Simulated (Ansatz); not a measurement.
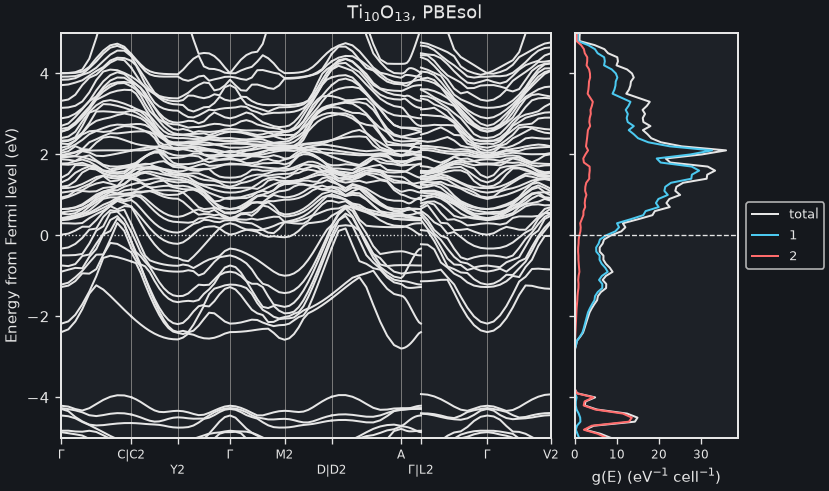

Band structure and density of states. Energies are counted from the Fermi level. The partial curves are projected on Löwdin-orthogonalised atomic shells.

The material is Ti₁₀O₁₃, space group C2/m (No. 12), 23 atoms in the cell.

Method: DFT PBEsol, scalar-relativistic, plane waves, PAW, no spin polarisation, 10×10×4 k mesh, 420 eV cutoff, Gaussian smearing of 0.1 eV (Ansatz 0.2.0).

Q: The numbered curves are projections. Which is which? The candidates: O, Ti.

A: 1 is Ti; 2 is O.

Q: Is there a gap at the Fermi level?

A: A metal: 8 bands cross the Fermi level along this path.
